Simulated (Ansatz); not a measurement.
**Single-point calculation of TiAl$_{3}$**

System: TiAl$_{3}$ (4 atoms in the cell).
Method: DFT PBEsol, scalar-relativistic, plane waves, PAW, no spin polarisation (Ansatz 0.2.0).

The structure derives from a Materials Project entry. It belongs to a series of runs on one base structure; here: ecut: 460 eV.

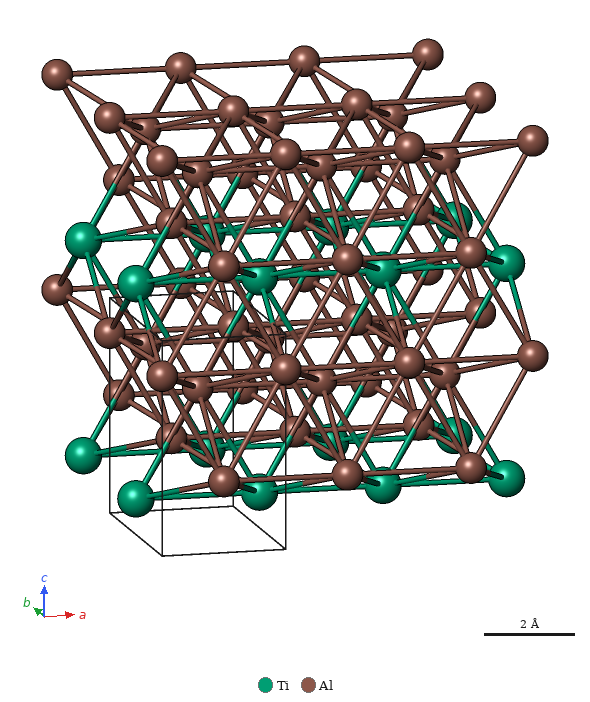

The input geometry (ball-and-stick view of the cell of the calculation, repeated 3 × 2 × 2, seen slightly off an axis). An atom can appear more than once, as a periodic image. Near neighbours in the periodic cell (some may lie outside the picture): Ti has 10 Al at 2.83 to 2.85 Å and 2 Ti at 2.84 Å; Al has 8 Al at 2.81 to 2.86 Å and 4 Ti at 2.83 to 2.85 Å; Al has 10 Al at 2.81 to 2.86 Å and 2 Ti at 2.85 Å.

### The input
```yaml
crystal:
  lattice:
    - [2.839677, 0.0, 0.0]
    - [0.0, 4.681264, 0.0]
    - [0.0, 0.0, 4.900742]
  atoms:
    - { symbol: Ti, position: [0.0, 0.5, 0.165916] }
    - { symbol: Al, position: [0.5, 0.5, 0.667271] }
    - { symbol: Al, position: [0.5, 0.0, 0.330912] }
    - { symbol: Al, position: [0.0, 0.0, 0.8359] }
basis:
  ecutwfc: 460
kpoints:
  mp_grid: { grid: [14, 10, 10] }
hamiltonian:
  xc: pbesol
scf:
  occupations: { method: gaussian, width: 0.1 }
output:
  forces: true
  stress: true
  eigenvalues: true
  write_density: true
  write_potential: true
  elf: true
  volumetric_format: npy
```

Command:
```bash
ansatz run input.yaml --threads 1 --pin off --max-ram 2560MiB --backend cpu --events-out ev --progress --plain --runs-dir out
```

### Output
```
Engine: ansatz 0.2.0, x86_64-unknown-linux-gnu
Pseudopotentials: kind: paw
Pseudopotential: Ti, paw, valence charge 12, recommended cutoff 420 eV (normal), Ti.paw.azcp
Pseudopotential: Al, paw, valence charge 3, recommended cutoff 420 eV (normal), Al.paw.azcp
Functional definition: PBEsol
  exchange = pbesol_x
  correlation = pbesol_c
Crystal: 4 atoms, lattice volume = 65.147 Å³
Basis set: ecut = 460 eV, 1429 PW (Γ), exchange–correlation on 40×72×72 points (8 copies of the dense FFT grid, shifted against one another)
Bands: 15, of which v1, the nominal top of the filled ones, is band 11 counted from 1 (10 counted from 0)
Symmetry: 4 space group operations
Space group: Pmm2 (ITA 25), of the structure as read, at distance tolerance 4.0e-5 Å
k-points: 288 of 1400 (time reversal used)
Non-local potential: Ti, projectors of the file, l = 0: 3, l = 1: 2, l = 2: 3, l = 3: 1
Non-local potential: Al, projectors of the file, l = 0: 2, l = 1: 2, l = 2: 1
PAW form: soft (Blöchl's): semilocal exchange-correlation on the pseudo side does not see the compensation charge
PAW frozen core: Ti, regenerated for the run's functional, and the local potential with it (the file was generated under x = pbe(κ = 0.804, μ = 0.2195149727645171), c = pbe(β = 0.06672455060314922))
PAW frozen core: Al, regenerated for the run's functional, and the local potential with it (the file was generated under x = pbe(κ = 0.804, μ = 0.2195149727645171), c = pbe(β = 0.06672455060314922))
PAW one-centre angular grid: Ti, 590 points (default); XC on 64 Gauss nodes
PAW one-centre angular grid: Al, 110 points (default); XC on 64 Gauss nodes
Initial density: superposition of atomic densities (neutral atoms: chi_scale 0, normalization atom), corrected by the library's trained network
Initial wavefunctions: pseudopotential atomic-orbital guess
Functional: x = pbesol(κ = 0.804, μ = 0.12345679012345678), c = pbesol(β = 0.046)
SCF iter   1: F=—  HF=-4048.516269 eV  |F-HF|=—  |Δ(HF+E_count)|=         —  Δρ=4.11e-3  dr2=1.43e-2  ethr=1.77e-3  ⟨swp⟩=5.7  Hψ=25355  notcnv=0
preconditioner: auto → Kerker (q_TF=auto, 2.259 Å⁻¹)  [metal: Δε(μ)=0.003 eV  Ē_g=5.276 eV  σ=0.100 eV  W_gap=0.02  n_scr=10 (ndim 8)  ℏωp=16.6 eV  f_vac=0.000  D(μ)=2.80/eV (n_scr^D=22)]
SCF iter   2: F=—  HF=-4048.513707 eV  |F-HF|=—  |Δ(HF+E_count)|=   2.56e-3  Δρ=2.06e-3  dr2=4.32e-3  ethr=6.82e-5  ⟨swp⟩=1.0  Hψ=6625  notcnv=0
SCF iter   3: F=—  HF=-4048.512689 eV  |F-HF|=—  |Δ(HF+E_count)|=   1.02e-3  Δρ=3.20e-4  dr2=1.38e-4  ethr=2.06e-5  ⟨swp⟩=2.2  Hψ=5711  notcnv=0
SCF iter   4: F=—  HF=-4048.512656 eV  |F-HF|=—  |Δ(HF+E_count)|=   3.36e-5  Δρ=4.49e-5  dr2=1.23e-6  ethr=6.59e-7  ⟨swp⟩=2.0  Hψ=5794  notcnv=0
SCF iter   5: F=—  HF=-4048.512651 eV  |F-HF|=—  |Δ(HF+E_count)|=   5.06e-6  Δρ=1.13e-5  dr2=7.95e-8  ethr=5.86e-9  ⟨swp⟩=2.1  Hψ=6216  notcnv=0
SCF iter   6: F=-4048.512651 eV  HF=-4048.512651 eV  |F-HF|=3.18e-9  |Δ(HF+E_count)|=   2.40e-8  Δρ=3.12e-6  dr2=4.39e-9  ethr=3.79e-10  ⟨swp⟩=5.4  Hψ=24179  notcnv=0
SCF 1 converged in 6 iterations: F = -4048.512651 eV  dr2 = 4.39e-9
  greatest PAW one-centre occupation: 0.999 electrons in one spin orbital (limit 2), on the Ti atom at site 0 (counted from 0), in its partial waves of l = 0
SCF converged after 6 iterations
Free energy (F): -4048.512651 eV
Harris-Foulkes:  -4048.512651 eV  (|F-HF|=3.18e-9)
Internal energy: -4048.498584 eV  (E = F + TS)
E sigma→0 (E₀):  -4048.505617 eV
Entropy (-TS):   -0.014067 eV (-3.517 meV/atom)
Fermi energy:    9.260543 eV
--- Per-component energies (eV) ---
  E_band       = -157.794301
  E_kinetic    = 341.926033
  E_local      = -1292.361900  (includes V_loc(G=0)·N_el)
  E_nonlocal   = 41.306081
  E_hartree    = 571.516214
  E_xc         = -215.413536
  E_vxc        = -209.627860  (∫ρ·V_xc dr)
  E_paw        = -2387.249037  (= ΣΔE_a)
  E_vpaw       = -182.069965  (= ΣTr[D̂ρ^β])
  E_aug_tail   = 0.000109  (compensation charges beyond the density's cutoff)
  E_ewald      = -1108.419348
  E_core_change = 0.196801  (= ΣΔE_core)
  E_smearing   = -0.014067  (= −TS)
  E_closure    = -0.000000  (closes the sum)
  Σ components = -4048.512651   (vs F -4048.512651, Δ=0.00e0)
--- Forces (eV/Å), atoms counted from 1 ---
  atom   1  Ti     0.00000000     0.00000000    -0.04743468
  atom   2  Al     0.00000000     0.00000000     0.00134660
  atom   3  Al     0.00000000     0.00000000    -0.00127856
  atom   4  Al     0.00000000     0.00000000     0.04734476
  max |Σ_I F_I| component: 2.19e-5 eV/Å
--- Stress (GPa, compression-positive) ---
       -3.779046       0.000000       0.000000
        0.000000      -1.803111       0.000000
        0.000000       0.000000      -1.755036
  P = ⅓ Tr σ = -2.4457 GPa (-24.457 kbar)
--- Band table (eV; the first three rows and the last of 288) ---
  k-point 0: bands = ["-46.9899", "-23.4276", "-23.4190", "-23.0603", "-0.8435", "4.2096", "5.4519", "5.7959", "6.6377", "8.4971", "8.8938", "11.6054", "11.6704", "11.9794", "12.0592"]
  k-point 1: bands = ["-46.9898", "-23.4276", "-23.4192", "-23.0603", "-0.7826", "3.8114", "5.5562", "5.8041", "7.0302", "8.4715", "8.8532", "11.5874", "11.5944", "11.6716", "11.9884"]
  k-point 2: bands = ["-46.9898", "-23.4276", "-23.4198", "-23.0603", "-0.6026", "3.0538", "5.7841", "5.8262", "7.7857", "8.4038", "8.7074", "11.2195", "11.5660", "11.6747", "11.8323"]
  k-point 287: bands = ["-46.9353", "-23.5057", "-23.3765", "-23.3655", "5.4983", "5.5654", "5.7753", "6.0203", "6.5087", "6.5217", "8.4874", "9.0648", "10.3012", "11.3387", "11.6108"]
```

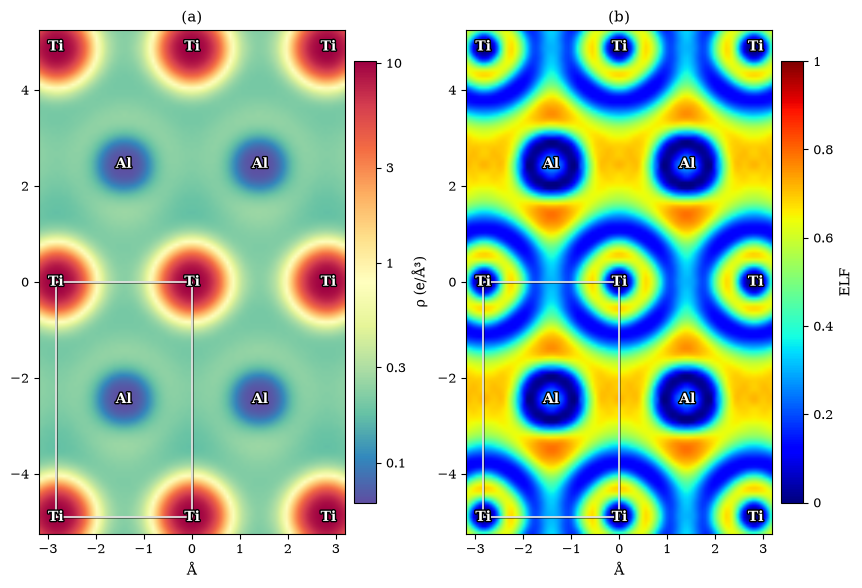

(a) valence pseudo-density; (b) electron localisation function on the (010) plane of the conventional cell. The section cuts through Ti and Al sites. Al–Al (2.84 Å): ρ at the midpoint is about 0.22 e/Å³; the ELF peaks at about 0.70 between the atoms. Ti–Al (2.83 Å): the density is about 0.21 e/Å³ at the midpoint; the ELF is about 0.40 at the midpoint, as expected for nearly free electrons, as in a simple metal. Ti–Ti (2.84 Å): ρ is about 0.23 e/Å³ halfway; the ELF is about 0.30 at the midpoint (no shared electron pair). Al–Al (2.84 Å): the density is about 0.22 e/Å³ at the midpoint; the ELF peaks at about 0.70 between the atoms. Away from the nuclei the density in this plane falls to 0.17 e/Å³ at its lowest. The strong features right at Ti lie inside the PAW spheres (semicore, d or f shells) and say nothing about bonding. Core electrons are frozen (PAW), so the fields are smoothed inside the atomic spheres.

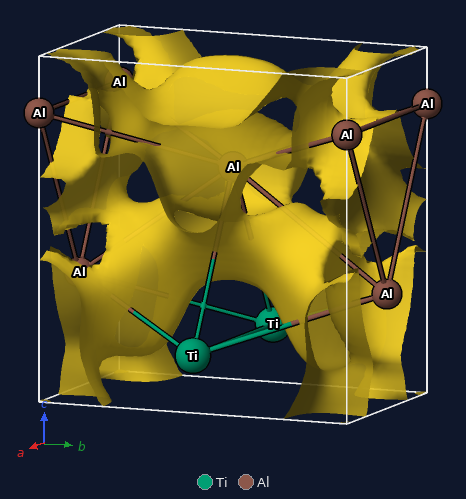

Isosurface of the ELF at 0.55 (yellow), seen slightly off an axis. Only the valence region is drawn (cores and ρ < 0.01 e/Å³ removed). Sticks mark near contacts. The outline is the cell set on symmetry axes. The ELF exceeds this value in one network that runs through the whole crystal, counted in one cell of 4 atoms. Along the contacts the grid gives the following. Al–Al (2.81 Å): the ELF peaks at about 0.60 between the atoms. Ti–Al (2.83 Å): the ELF is about 0.40 at the midpoint, which marks metallic bonding.

### Key numbers

- outcome: converged
- space group (tolerance 0.01 Å): Pmm2 (25)
- electrons treated: 21
- free energy: −4048.5127 eV
- Fermi energy: 9.261 eV
- gap on the k-point mesh: none (metallic)
- pressure: −2.45 GPa
- largest force (length of the vector): 0.047 eV/Å
- hardware: 1 thread of Oxide Virtual Turin-like (Zen 5), 32 GiB of memory available, shared host
- wall time: 32 s
- peak memory: 0.64 GiB
